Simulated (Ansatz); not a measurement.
**Ta: single-point calculation**

- system: Ta (I4/mmm, 1 atom in the cell)
- method: DFT, PBE, plane waves, PAW, no spin polarisation (Ansatz 0.2.0)

The structure derives from an entry of the Crystallography Open Database. Some settings of this run were made unusual or wrong on purpose.

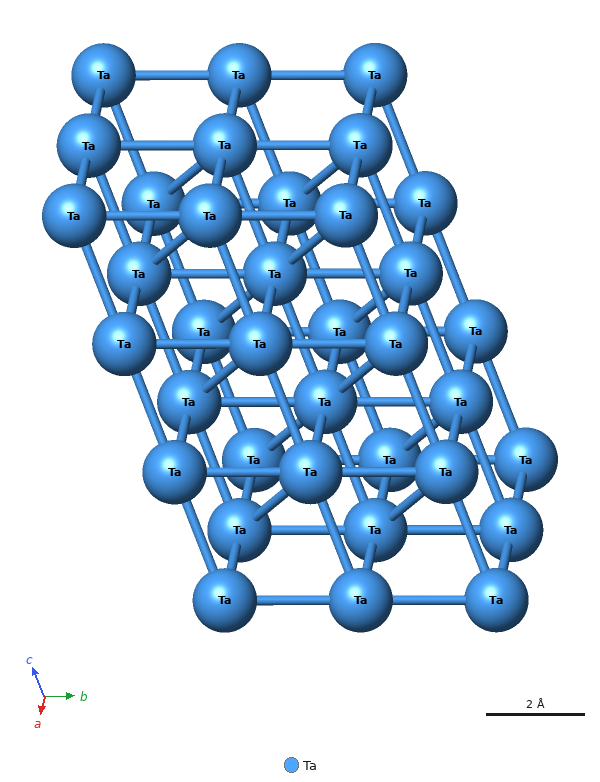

Figure 1. The structure (ball-and-stick view of the cell of the calculation, repeated 2 × 2 × 3, seen at an oblique angle). An atom can appear more than once, as a periodic image.

### Input file
```yaml
crystal:
  lattice:
    - [-1.5930190273, 1.5930190273, 1.7257706129]
    - [1.5930190273, -1.5930190273, 1.7257706129]
    - [1.5930190273, 1.5930190273, -1.7257706129]
  atoms:
    - { symbol: Ta, position: [0.0, 0.0, 0.0] }
basis:
  ecutwfc: 420
kpoints:
  mp_grid: { grid: [26, 26, 26] }
hamiltonian:
  xc: pbe
scf:
  occupations: { method: gaussian, width: 0.15 }
  mixing: { algorithm: anderson, beta: 0.001, ndim: 1 }
  max_iter: 50
output:
  forces: true
  eigenvalues: true
  stress: true
```

Run on 2 threads of Intel Xeon @ 2.50GHz (Skylake/Cascade Lake), 189 GiB of memory available, shared host.

Launched with:
```bash
ansatz run input.yaml --threads 2 --pin off --max-ram 5120MiB --backend cpu --events-out ev --progress --plain --runs-dir out
```

### What the program printed
```
Engine: ansatz 0.2.0, x86_64-unknown-linux-gnu
Pseudopotentials: kind: paw
Pseudopotential: Ta, paw, valence charge 13, recommended cutoff 420 eV (normal), Ta.paw.azcp
Functional definition: PBE
  parameter kappa = 0.804
  parameter beta = 0.06672455060314922
  exchange = pbe_x(kappa = kappa, mu = beta*pi^2/3)
  correlation = pbe_c(beta = beta)
Crystal: 1 atoms, lattice volume = 17.518 Å³
Basis set: ecut = 420 eV, 337 PW (Γ), exchange–correlation on 40×40×40 points (8 copies of the dense FFT grid, shifted against one another)
Bands: 11, of which v1, the nominal top of the filled ones, is band 7 counted from 1 (6 counted from 0)
Symmetry: 16 space group operations
Space group: I4/mmm (ITA 139), of the structure as read, at distance tolerance 2.6e-5 Å
k-points: 1330 of 17576
Non-local potential: Ta, projectors of the file, l = 0: 3, l = 1: 2, l = 2: 2, l = 3: 1
PAW form: soft (Blöchl's): semilocal exchange-correlation on the pseudo side does not see the compensation charge
PAW one-centre angular grid: Ta, 590 points (default); XC on 64 Gauss nodes
Initial density: superposition of atomic densities (neutral atoms: chi_scale 0, normalization atom), corrected by the library's trained network
Initial wavefunctions: pseudopotential atomic-orbital guess
Functional: x = pbe(κ = 0.804, μ = 0.2195149727645171), c = pbe(β = 0.06672455060314922)
SCF iter   1: F=—  HF=-9932.209539 eV  |F-HF|=—  |Δ(HF+E_count)|=         —  Δρ=2.35e-3  dr2=3.22e-4  ethr=1.77e-3  ⟨swp⟩=5.1  Hψ=80070  notcnv=0
preconditioner: auto → none  [metal: Δε(μ)=0.005 eV  Ē_g=8.536 eV  σ=0.150 eV  W_gap=0.02  n_scr=0 (ndim 1)  ℏωp=19.8 eV  f_vac=0.000  D(μ)=1.28/eV (n_scr^D=12)]
SCF iter   2: F=—  HF=-9932.209270 eV  |F-HF|=—  |Δ(HF+E_count)|=   2.69e-4  Δρ=2.26e-3  dr2=3.07e-4  ethr=2.48e-6  ⟨swp⟩=2.3  Hψ=31853  notcnv=0
SCF iter   3: F=—  HF=-9932.209270 eV  |F-HF|=—  |Δ(HF+E_count)|=   3.81e-7  Δρ=2.26e-3  dr2=3.05e-4  ethr=2.36e-6  ⟨swp⟩=1.0  Hψ=14350  notcnv=0
SCF iter   4: F=—  HF=-9932.209270 eV  |F-HF|=—  |Δ(HF+E_count)|=   1.30e-7  Δρ=2.26e-3  dr2=3.04e-4  ethr=2.34e-6  ⟨swp⟩=1.0  Hψ=14350  notcnv=0
SCF iter   5: F=—  HF=-9932.209270 eV  |F-HF|=—  |Δ(HF+E_count)|=   7.42e-8  Δρ=2.25e-3  dr2=3.03e-4  ethr=2.34e-6  ⟨swp⟩=1.0  Hψ=14350  notcnv=0
SCF iter   6: F=—  HF=-9932.209270 eV  |F-HF|=—  |Δ(HF+E_count)|=   5.50e-8  Δρ=2.25e-3  dr2=3.03e-4  ethr=2.33e-6  ⟨swp⟩=1.0  Hψ=14350  notcnv=0
SCF iter   7: F=—  HF=-9932.209271 eV  |F-HF|=—  |Δ(HF+E_count)|=   1.94e-8  Δρ=2.25e-3  dr2=3.02e-4  ethr=2.33e-6  ⟨swp⟩=1.0  Hψ=14350  notcnv=0
SCF iter   8: F=—  HF=-9932.209271 eV  |F-HF|=—  |Δ(HF+E_count)|=   3.15e-8  Δρ=2.25e-3  dr2=3.01e-4  ethr=2.32e-6  ⟨swp⟩=1.0  Hψ=14350  notcnv=0
SCF iter   9: F=—  HF=-9932.209271 eV  |F-HF|=—  |Δ(HF+E_count)|=   1.50e-8  Δρ=2.24e-3  dr2=3.00e-4  ethr=2.31e-6  ⟨swp⟩=1.0  Hψ=14350  notcnv=0
SCF iter  10: F=—  HF=-9932.209271 eV  |F-HF|=—  |Δ(HF+E_count)|=   4.67e-9  Δρ=2.24e-3  dr2=2.99e-4  ethr=2.31e-6  ⟨swp⟩=1.0  Hψ=14350  notcnv=0
SCF iter  11: F=—  HF=-9932.209271 eV  |F-HF|=—  |Δ(HF+E_count)|=   4.56e-9  Δρ=2.24e-3  dr2=2.99e-4  ethr=2.30e-6  ⟨swp⟩=1.0  Hψ=14350  notcnv=0
SCF iter  12: F=—  HF=-9932.209271 eV  |F-HF|=—  |Δ(HF+E_count)|=   1.66e-8  Δρ=2.24e-3  dr2=2.98e-4  ethr=2.30e-6  ⟨swp⟩=1.0  Hψ=14350  notcnv=0
SCF iter  13: F=—  HF=-9932.209271 eV  |F-HF|=—  |Δ(HF+E_count)|=  4.73e-11  Δρ=2.23e-3  dr2=2.97e-4  ethr=2.29e-6  ⟨swp⟩=1.0  Hψ=14350  notcnv=0
SCF iter  14: F=—  HF=-9932.209271 eV  |F-HF|=—  |Δ(HF+E_count)|=   2.81e-8  Δρ=2.23e-3  dr2=2.96e-4  ethr=2.28e-6  ⟨swp⟩=1.0  Hψ=14350  notcnv=0
SCF iter  15: F=—  HF=-9932.209270 eV  |F-HF|=—  |Δ(HF+E_count)|=   7.67e-8  Δρ=2.23e-3  dr2=2.95e-4  ethr=2.28e-6  ⟨swp⟩=1.0  Hψ=14350  notcnv=0
SCF iter  16: F=—  HF=-9932.209270 eV  |F-HF|=—  |Δ(HF+E_count)|=  6.77e-10  Δρ=2.23e-3  dr2=2.95e-4  ethr=2.27e-6  ⟨swp⟩=1.0  Hψ=14350  notcnv=0
SCF iter  17: F=—  HF=-9932.209270 eV  |F-HF|=—  |Δ(HF+E_count)|=   3.26e-8  Δρ=2.22e-3  dr2=2.94e-4  ethr=2.27e-6  ⟨swp⟩=1.0  Hψ=14350  notcnv=0
SCF iter  18: F=—  HF=-9932.209270 eV  |F-HF|=—  |Δ(HF+E_count)|=   4.16e-8  Δρ=2.22e-3  dr2=2.93e-4  ethr=2.26e-6  ⟨swp⟩=1.0  Hψ=14350  notcnv=0
SCF iter  19: F=—  HF=-9932.209270 eV  |F-HF|=—  |Δ(HF+E_count)|=   2.70e-8  Δρ=2.22e-3  dr2=2.92e-4  ethr=2.25e-6  ⟨swp⟩=1.0  Hψ=14350  notcnv=0
SCF iter  20: F=—  HF=-9932.209270 eV  |F-HF|=—  |Δ(HF+E_count)|=   4.35e-8  Δρ=2.22e-3  dr2=2.92e-4  ethr=2.25e-6  ⟨swp⟩=1.0  Hψ=14350  notcnv=0
SCF iter  21: F=—  HF=-9932.209270 eV  |F-HF|=—  |Δ(HF+E_count)|=   5.69e-9  Δρ=2.21e-3  dr2=2.91e-4  ethr=2.24e-6  ⟨swp⟩=1.0  Hψ=14350  notcnv=0
SCF iter  22: F=—  HF=-9932.209273 eV  |F-HF|=—  |Δ(HF+E_count)|=   2.59e-6  Δρ=2.21e-3  dr2=2.90e-4  ethr=2.24e-6  ⟨swp⟩=1.0  Hψ=14350  notcnv=0
SCF iter  23: F=—  HF=-9932.209274 eV  |F-HF|=—  |Δ(HF+E_count)|=   9.85e-7  Δρ=2.21e-3  dr2=2.89e-4  ethr=2.23e-6  ⟨swp⟩=1.0  Hψ=14350  notcnv=0
SCF iter  24: F=—  HF=-9932.209274 eV  |F-HF|=—  |Δ(HF+E_count)|=   7.45e-8  Δρ=2.21e-3  dr2=2.88e-4  ethr=2.22e-6  ⟨swp⟩=1.0  Hψ=14350  notcnv=0
SCF iter  25: F=—  HF=-9932.209274 eV  |F-HF|=—  |Δ(HF+E_count)|=   1.29e-9  Δρ=2.20e-3  dr2=2.88e-4  ethr=2.22e-6  ⟨swp⟩=1.0  Hψ=14350  notcnv=0
SCF iter  26: F=—  HF=-9932.209274 eV  |F-HF|=—  |Δ(HF+E_count)|=   5.91e-8  Δρ=2.20e-3  dr2=2.87e-4  ethr=2.21e-6  ⟨swp⟩=1.0  Hψ=14350  notcnv=0
SCF iter  27: F=—  HF=-9932.209274 eV  |F-HF|=—  |Δ(HF+E_count)|=  5.42e-10  Δρ=2.20e-3  dr2=2.86e-4  ethr=2.21e-6  ⟨swp⟩=1.0  Hψ=14350  notcnv=0
SCF iter  28: F=—  HF=-9932.209274 eV  |F-HF|=—  |Δ(HF+E_count)|=   5.54e-8  Δρ=2.20e-3  dr2=2.85e-4  ethr=2.20e-6  ⟨swp⟩=1.0  Hψ=14350  notcnv=0
SCF iter  29: F=—  HF=-9932.209274 eV  |F-HF|=—  |Δ(HF+E_count)|=   6.35e-8  Δρ=2.19e-3  dr2=2.85e-4  ethr=2.20e-6  ⟨swp⟩=1.0  Hψ=14350  notcnv=0
SCF iter  30: F=—  HF=-9932.209274 eV  |F-HF|=—  |Δ(HF+E_count)|=   3.62e-9  Δρ=2.19e-3  dr2=2.84e-4  ethr=2.19e-6  ⟨swp⟩=1.0  Hψ=14350  notcnv=0
SCF iter  31: F=—  HF=-9932.209277 eV  |F-HF|=—  |Δ(HF+E_count)|=   2.77e-6  Δρ=2.19e-3  dr2=2.83e-4  ethr=2.18e-6  ⟨swp⟩=1.4  Hψ=37486  notcnv=0
Mixer restart at iter 31: flushing history
iteration 31: the SCF's residuals had fallen too slowly under its mixing. It goes on by minimising its free energy, and can end on another state than longer mixing would; under `scf.algorithm: density_mixing` no SCF does so, but by `scf.convergence.dm_fallback`
SCF iter  32: F=—  HF=-9932.209426 eV  |F-HF|=—  |Δ(HF+E_count)|=   1.50e-4  Δρ=3.19e-4  dr2=1.95e-5  ethr=2.18e-6  ⟨swp⟩=2.6  Hψ=121795  notcnv=0
SCF iter  33: F=—  HF=-9932.209416 eV  |F-HF|=—  |Δ(HF+E_count)|=   9.87e-6  Δρ=2.38e-5  dr2=3.59e-8  ethr=7.69e-10  ⟨swp⟩=4.8  Hψ=78082  notcnv=0
SCF iter  34: F=-9932.209416 eV  HF=-9932.209416 eV  |F-HF|=6.73e-11  |Δ(HF+E_count)|=   3.41e-9  Δρ=1.26e-6  dr2=1.30e-10  ethr=2.76e-10  ⟨swp⟩=2.0  Hψ=48550  notcnv=0
SCF iter  35: F=-9932.209416 eV  HF=-9932.209416 eV  |F-HF|=6.00e-11  |Δ(HF+E_count)|=  7.28e-12  Δρ=1.26e-6  dr2=1.31e-10  ethr=1.00e-12  ⟨swp⟩=1.0  Hψ=52037  notcnv=0
SCF 1 converged in 35 iterations: F = -9932.209416 eV  dr2 = 1.31e-10
  greatest PAW one-centre occupation: 1.000 electrons in one spin orbital (limit 2), on the Ta atom at site 0 (counted from 0), in its partial waves of l = 0
```

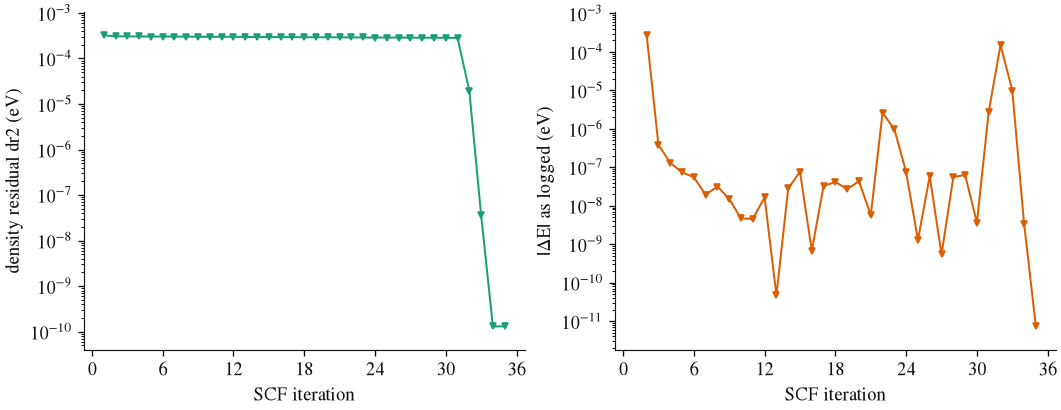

Figure 2. Convergence of the self-consistent field: density residual dr2 and size of the energy change against the SCF iteration. The residual lingers near 3 × 10⁻⁴ from about step 1 to 31 before it falls again.

```
SCF converged after 35 iterations
Free energy (F): -9932.209416 eV
Harris-Foulkes:  -9932.209416 eV  (|F-HF|=6.00e-11)
Internal energy: -9932.195065 eV  (E = F + TS)
E sigma→0 (E₀):  -9932.202241 eV
Entropy (-TS):   -0.014351 eV (-14.351 meV/atom)
Fermi energy:    19.266469 eV
--- Per-component energies (eV) ---
  E_band       = -95.236383
  E_kinetic    = 367.328784
  E_local      = -531.739257  (includes V_loc(G=0)·N_el)
  E_nonlocal   = 15.235022
  E_hartree    = 185.955389
  E_xc         = -218.932594
  E_vxc        = -204.680076  (∫ρ·V_xc dr)
  E_paw        = -8396.883997  (= ΣΔE_a)
  E_vpaw       = -113.291727  (= ΣTr[D̂ρ^β])
  E_aug_tail   = 0.000146  (compensation charges beyond the density's cutoff)
  E_ewald      = -1353.158558
  E_smearing   = -0.014351  (= −TS)
  E_closure    = 0.000000  (closes the sum)
  Σ components = -9932.209416   (vs F -9932.209416, Δ=0.00e0)
--- Forces (eV/Å), atoms counted from 1 ---
  atom   1  Ta    -0.00000000    -0.00000000    -0.00000000
  max |Σ_I F_I| component: 8.28e-30 eV/Å
--- Stress (GPa, compression-positive) ---
       12.709008       0.000000       0.000000
        0.000000      12.709008       0.000000
        0.000000       0.000000       3.579353
  P = ⅓ Tr σ = 9.6658 GPa (96.658 kbar)
--- Band table (eV; the first three rows and the last of 1330) ---
  k-point 0: bands = ["-47.7616", "-13.6799", "-13.6702", "-13.6702", "11.2335", "19.7072", "19.7072", "20.6996", "22.5948", "23.9507", "33.1186"]
  k-point 1: bands = ["-47.7597", "-13.6905", "-13.6870", "-13.6713", "11.3060", "19.6517", "19.7764", "20.6736", "22.6080", "23.8695", "33.2502"]
  k-point 2: bands = ["-47.7539", "-13.7497", "-13.7076", "-13.6744", "11.5200", "19.4929", "19.9832", "20.5844", "22.6487", "23.6717", "33.6368"]
  k-point 1329: bands = ["-47.5373", "-14.7005", "-14.4858", "-14.4858", "15.1381", "15.3998", "26.1069", "26.4381", "26.4381", "26.7815", "28.7873"]
```

### Outcome

| quantity | value |
| --- | --- |
| outcome | converged |
| space group (tolerance 0.01 Å) | I4/mmm (139) |
| electrons treated | 13 |
| free energy | −9932.2094 eV |
| Fermi energy | 19.266 eV |
| gap on the k-point mesh | none (metallic) |
| pressure | 9.67 GPa |
| largest force (length of the vector) | under 0.001 eV/Å |
| wall time | 68 s (CPU time 2.2 min) |
| peak memory | 0.9 GiB |

This input holds a deliberate fault: mixing far too weak (`scf.mixing`). So small a step barely moves the density in each iteration. The program still converged, but the numbers can't be taken as results for the intended system.
